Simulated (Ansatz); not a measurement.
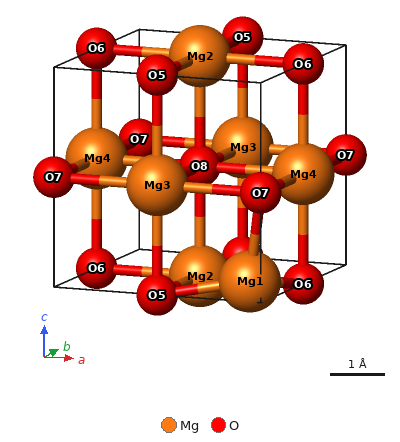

The input geometry of the first run (ball-and-stick view of the cell of the calculation, seen slightly off an axis; atoms are numbered from 1 in the order of the input). An atom can appear more than once, as a periodic image.

# Two runs on MgO

System: MgO (Cm, 8 atoms in the cell).
Method of the first run: DFT PBEsol, scalar-relativistic, plane waves, PAW, PAW set soft_1, no spin polarisation (Ansatz 0.2.0).

The structure derives from an entry of the Crystallography Open Database. Text and figures count atoms from 1; the logs count them from 0 in places.

### Input, the first run
```yaml
crystal:
  lattice:
    - [4.2149416169, 0.0, 0.0]
    - [0.0, -4.2149416169, 0.0]
    - [0.0, 0.0, -4.2149416169]
  atoms:
    - { symbol: Mg, position: [-0.088913828, 0.088913828, 0.0754458849] }
    - { symbol: Mg, position: [0.5, 0.5, 0.0] }
    - { symbol: Mg, position: [0.5, 0.0, 0.5] }
    - { symbol: Mg, position: [0.0, 0.5, 0.5] }
    - { symbol: O, position: [0.5, 0.0, 0.0] }
    - { symbol: O, position: [0.0, 0.5, 0.0] }
    - { symbol: O, position: [0.0, 0.0, 0.5] }
    - { symbol: O, position: [0.5, 0.5, 0.5] }
basis:
  ecutwfc: 420
kpoints:
  mp_grid: { grid: [6, 6, 6] }
hamiltonian:
  xc: pbesol
  pseudopotentials: { kind: paw, azcp: { folder: soft_1 } }
scf:
  occupations: { method: gaussian, width: 0.05 }
output:
  forces: true
  stress: true
  eigenvalues: true
  write_density: true
  write_potential: true
  elf: true
  volumetric_format: npy
```

Launched with:
```bash
ansatz run input.yaml --threads 2 --pin off --max-ram 4096MiB --backend cpu --events-out ev --progress --plain --runs-dir out
```

Hardware: 2 threads of Arm Neoverse N1, 98 GiB of memory available, shared host.

### Output, shortened to warnings, some set-up lines, iterations and results (the first run)
```
Warning: [file] the record states the generating functional pbe (its physics header spells it `PBE`), which answers neither for hamiltonian.xc's functional nor for the pbesol family's — results may be inconsistent (PPs are generated against a specific XC)
Warning: [file] the record states the generating functional pbe (its physics header spells it `PBE`), which answers neither for hamiltonian.xc's functional nor for the pbesol family's — results may be inconsistent (PPs are generated against a specific XC)
Basis set: ecut = 420 eV, 1419 PW (Γ), exchange–correlation on 60×60×60 points (8 copies of the dense FFT grid, shifted against one another)
Symmetry: 2 space group operations
k-points: 68 of 216 (time reversal used)
Initial density: superposition of atomic densities (chi_scale 0.1, normalization cell, long waves kept (reshape's long-wave potential 0.02 eV rms))
[...]
SCF iter   1: F=—  HF=-9901.912319 eV  |F-HF|=—  |Δ(HF+E_count)|=         —  Δρ=7.28e-2  dr2=2.56e0  ethr=3.10e-3  ⟨swp⟩=6.4  Hψ=12245  notcnv=0  defer=2
SCF iter   2: F=—  HF=-9901.558983 eV  |F-HF|=—  |Δ(HF+E_count)|=   3.53e-1  Δρ=3.65e-2  dr2=7.53e-1  ethr=3.10e-3  ⟨swp⟩=2.1  Hψ=4974  notcnv=0  defer=185
SCF iter   3: F=—  HF=-9901.602848 eV  |F-HF|=—  |Δ(HF+E_count)|=   4.39e-2  Δρ=1.14e-2  dr2=6.12e-2  ethr=1.18e-3  ⟨swp⟩=2.3  Hψ=4749  notcnv=0  defer=185
SCF iter   4: F=—  HF=-9901.600625 eV  |F-HF|=—  |Δ(HF+E_count)|=   2.22e-3  Δρ=3.99e-3  dr2=9.63e-3  ethr=9.56e-5  ⟨swp⟩=2.1  Hψ=3981  notcnv=0  defer=185
SCF iter   5: F=—  HF=-9901.600154 eV  |F-HF|=—  |Δ(HF+E_count)|=   4.72e-4  Δρ=9.43e-4  dr2=5.25e-4  ethr=1.50e-5  ⟨swp⟩=2.0  Hψ=4107  notcnv=0  defer=185
SCF iter   6: F=—  HF=-9901.600332 eV  |F-HF|=—  |Δ(HF+E_count)|=   1.79e-4  Δρ=4.73e-4  dr2=1.08e-4  ethr=8.20e-7  ⟨swp⟩=2.0  Hψ=3631  notcnv=0  defer=185
SCF iter   7: F=—  HF=-9901.600345 eV  |F-HF|=—  |Δ(HF+E_count)|=   1.22e-5  Δρ=6.72e-5  dr2=2.78e-6  ethr=1.69e-7  ⟨swp⟩=2.0  Hψ=3461  notcnv=0  defer=185
SCF iter   8: F=—  HF=-9901.599382 eV  |F-HF|=—  |Δ(HF+E_count)|=   9.62e-4  Δρ=1.74e-5  dr2=2.21e-7  ethr=4.34e-9  ⟨swp⟩=2.0  Hψ=4797  notcnv=0  defer=185
SCF iter   9: F=-9901.599382 eV  HF=-9901.599382 eV  |F-HF|=3.51e-8  |Δ(HF+E_count)|=   1.33e-8  Δρ=9.09e-6  dr2=4.59e-8  ethr=1.56e-10  ⟨swp⟩=15.2  Hψ=22104  notcnv=0
SCF 1 converged in 9 iterations: F = -9901.599382 eV  dr2 = 4.59e-8
SCF converged after 9 iterations
Free energy (F): -9901.599382 eV
Harris-Foulkes:  -9901.599382 eV  (|F-HF|=3.51e-8)
Internal energy: -9901.599382 eV  (E = F + TS)
E sigma→0 (E₀):  -9901.599382 eV
Fermi energy:    10.160567 eV
--- Per-component energies (eV) ---
  E_band       = -1179.115815
  E_kinetic    = 974.484896
  E_local      = -6921.670246  (includes V_loc(G=0)·N_el)
  E_nonlocal   = 991.279662
  E_hartree    = 2312.441200
  E_xc         = -398.518076
  E_vxc        = -513.355366  (∫ρ·V_xc dr)
  E_paw        = -1783.850513  (= ΣΔE_a)
  E_vpaw       = -334.738408  (= ΣTr[D̂ρ^β])
  E_aug_tail   = 0.002884  (compensation charges beyond the density's cutoff)
  E_ewald      = -5076.145789
  E_core_change = 0.376601  (= ΣΔE_core)
  E_smearing   = -0.000000  (= −TS)
  E_closure    = -0.000000  (closes the sum)
  Σ components = -9901.599382   (vs F -9901.599382, Δ=0.00e0)
--- Forces (eV/Å), atoms counted from 1 ---
  atom   1  Mg     3.96591957     3.96591957     2.66737180
  atom   2  Mg    -1.22654788    -1.22654788     0.36414731
  atom   3  Mg    -1.10851382     0.39142463    -1.01215828
  atom   4  Mg     0.39142463    -1.10851382    -1.01215828
  atom   5  O     -1.73657433    -0.13852452    -0.10654947
  atom   6  O     -0.13852452    -1.73657433    -0.10654947
  atom   7  O     -0.31262278    -0.31262278    -0.94758049
  atom   8  O      0.16543819     0.16543819     0.15339489
  max |Σ_I F_I| component: 8.20e-5 eV/Å
--- Stress (GPa, compression-positive) ---
       11.043102      -1.750903      -1.214841
       -1.750903      11.043102      -1.214841
       -1.214840      -1.214840       7.782474
  P = ⅓ Tr σ = 9.9562 GPa (99.562 kbar)
```

The input of the second run differs as follows (lines with − go, lines with + come):
```diff
-    - { symbol: Mg, position: [-0.088913828, 0.088913828, 0.0754458849] }
+    - { symbol: Mg, position: [-0.088913828, 0.088913828, 0.0251486283] }
```

What does this change do to the results?

With the same functional and potentials, the second run lies 38.4 meV per atom lower. The gap on the mesh goes from 4.49 to 4.54 eV. The pressure goes from 9.96 to 8.45 GPa. The largest force goes from 6.211 to 6.510 eV/Å. The number of SCF iterations is the same.

### Output, shortened to warnings, some set-up lines, iterations and results (the second run)
```
Warning: [file] the record states the generating functional pbe (its physics header spells it `PBE`), which answers neither for hamiltonian.xc's functional nor for the pbesol family's — results may be inconsistent (PPs are generated against a specific XC)
Warning: [file] the record states the generating functional pbe (its physics header spells it `PBE`), which answers neither for hamiltonian.xc's functional nor for the pbesol family's — results may be inconsistent (PPs are generated against a specific XC)
Basis set: ecut = 420 eV, 1419 PW (Γ), exchange–correlation on 60×60×60 points (8 copies of the dense FFT grid, shifted against one another)
Symmetry: 2 space group operations
k-points: 68 of 216 (time reversal used)
Initial density: superposition of atomic densities (chi_scale 0.1, normalization cell, long waves kept (reshape's long-wave potential 0.02 eV rms))
[...]
SCF iter   1: F=—  HF=-9902.176573 eV  |F-HF|=—  |Δ(HF+E_count)|=         —  Δρ=7.31e-2  dr2=2.48e0  ethr=3.10e-3  ⟨swp⟩=6.4  Hψ=12186  notcnv=0  defer=4
SCF iter   2: F=—  HF=-9901.852987 eV  |F-HF|=—  |Δ(HF+E_count)|=   3.24e-1  Δρ=3.64e-2  dr2=7.18e-1  ethr=3.10e-3  ⟨swp⟩=2.3  Hψ=5092  notcnv=0  defer=184
SCF iter   3: F=—  HF=-9901.913880 eV  |F-HF|=—  |Δ(HF+E_count)|=   6.09e-2  Δρ=1.31e-2  dr2=8.42e-2  ethr=1.12e-3  ⟨swp⟩=2.2  Hψ=4663  notcnv=0  defer=184
SCF iter   4: F=—  HF=-9901.907035 eV  |F-HF|=—  |Δ(HF+E_count)|=   6.84e-3  Δρ=3.96e-3  dr2=9.22e-3  ethr=1.32e-4  ⟨swp⟩=2.1  Hψ=3852  notcnv=0  defer=185
SCF iter   5: F=—  HF=-9901.907187 eV  |F-HF|=—  |Δ(HF+E_count)|=   1.51e-4  Δρ=9.79e-4  dr2=5.66e-4  ethr=1.44e-5  ⟨swp⟩=2.0  Hψ=3915  notcnv=0  defer=184
SCF iter   6: F=—  HF=-9901.907390 eV  |F-HF|=—  |Δ(HF+E_count)|=   2.03e-4  Δρ=4.45e-4  dr2=9.10e-5  ethr=8.85e-7  ⟨swp⟩=2.0  Hψ=3631  notcnv=0  defer=184
SCF iter   7: F=—  HF=-9901.906423 eV  |F-HF|=—  |Δ(HF+E_count)|=   9.67e-4  Δρ=6.96e-5  dr2=2.61e-6  ethr=1.42e-7  ⟨swp⟩=2.0  Hψ=3651  notcnv=0  defer=184
SCF iter   8: F=—  HF=-9901.906425 eV  |F-HF|=—  |Δ(HF+E_count)|=   1.75e-6  Δρ=4.32e-5  dr2=9.98e-7  ethr=4.08e-9  ⟨swp⟩=2.0  Hψ=4437  notcnv=0  defer=184
SCF iter   9: F=-9901.906425 eV  HF=-9901.906425 eV  |F-HF|=3.54e-8  |Δ(HF+E_count)|=   2.29e-7  Δρ=9.42e-6  dr2=5.76e-8  ethr=1.56e-10  ⟨swp⟩=13.0  Hψ=20171  notcnv=0
SCF 1 converged in 9 iterations: F = -9901.906425 eV  dr2 = 5.76e-8
SCF converged after 9 iterations
Free energy (F): -9901.906425 eV
Harris-Foulkes:  -9901.906425 eV  (|F-HF|=3.54e-8)
Internal energy: -9901.906425 eV  (E = F + TS)
E sigma→0 (E₀):  -9901.906425 eV
Fermi energy:    10.154299 eV
--- Per-component energies (eV) ---
  E_band       = -1177.924359
  E_kinetic    = 973.889561
  E_local      = -6891.061053  (includes V_loc(G=0)·N_el)
  E_nonlocal   = 991.199924
  E_hartree    = 2298.211616
  E_xc         = -398.325651
  E_vxc        = -513.102767  (∫ρ·V_xc dr)
  E_paw        = -1784.077960  (= ΣΔE_a)
  E_vpaw       = -335.267871  (= ΣTr[D̂ρ^β])
  E_aug_tail   = 0.002953  (compensation charges beyond the density's cutoff)
  E_ewald      = -5092.122415
  E_core_change = 0.376601  (= ΣΔE_core)
  E_smearing   = -0.000000  (= −TS)
  E_closure    = -0.000000  (closes the sum)
  Σ components = -9901.906425   (vs F -9901.906425, Δ=0.00e0)
--- Forces (eV/Å), atoms counted from 1 ---
  atom   1  Mg     4.58609754     4.58609754     0.56267076
  atom   2  Mg    -1.29515160    -1.29515160     0.12807514
  atom   3  Mg    -0.90830434     0.32901300    -0.33356202
  atom   4  Mg     0.32901300    -0.90830434    -0.33356202
  atom   5  O     -2.22843083    -0.06812349    -0.00652497
  atom   6  O     -0.06812349    -2.22843083    -0.00652497
  atom   7  O     -0.54984031    -0.54984031    -0.06288608
  atom   8  O      0.13470293     0.13470293     0.05230871
  max |Σ_I F_I| component: 3.71e-5 eV/Å
--- Stress (GPa, compression-positive) ---
       11.973349      -2.044002      -0.312709
       -2.044002      11.973349      -0.312709
       -0.312709      -0.312709       1.416584
  P = ⅓ Tr σ = 8.4544 GPa (84.544 kbar)
```

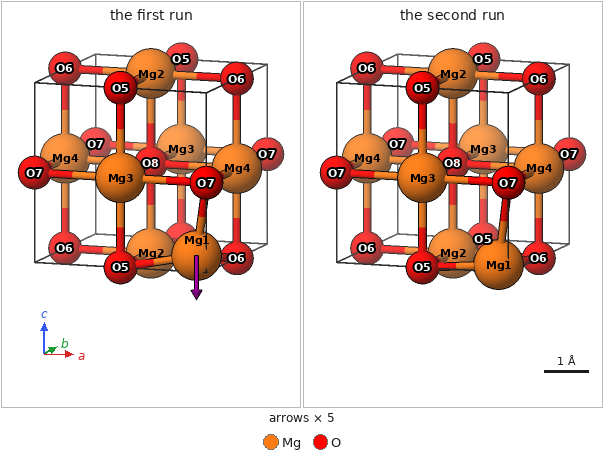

The two input geometries at one scale (ball-and-stick view of the cell of the calculation, seen slightly off an axis). The pink arrows on the first give the shifts of the atoms relative to the cell, magnified 5 times. Mg1 moves most: 0.21 Å. O stays in place. The cell stays as it was. Among the contacts that change: Mg1–O7 2.483 → 2.276 Å, Mg1–O5 1.801 → 1.776 Å.

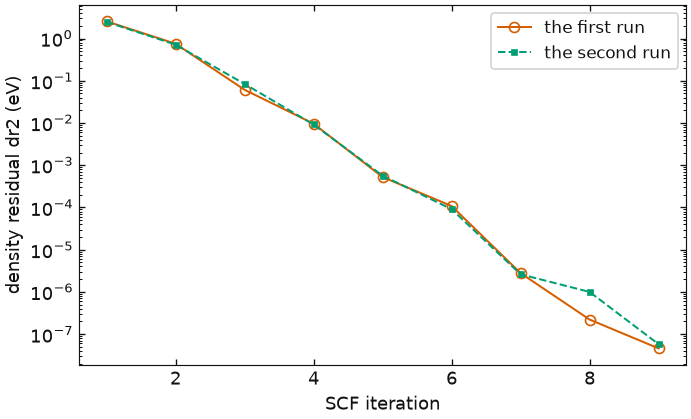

Convergence of the two runs: density residual dr2 against the SCF iteration. The first run takes 9 iterations in all, and the second run takes 9.

### The two runs side by side

| quantity | the first run | the second run |
| --- | --- | --- |
| outcome | converged | converged |
| free energy per atom (eV) | −1237.6999 | −1237.7383 |
| gap on the mesh (eV) | 4.49 | 4.54 |
| pressure (GPa) | 9.96 | 8.45 |
| largest force (eV/Å) | 6.211 | 6.510 |
| SCF iterations | 9 | 9 |
| irreducible k-points | 68 | 68 |
| plane waves at Γ | 1419 | 1419 |
| wall time (shared host) | 25 s | 25 s |

For both runs: Warnings: the PAW datasets were made with another functional. For the first run: The cell is under a pressure of 10.0 GPa at this level, so it is not at its equilibrium volume.
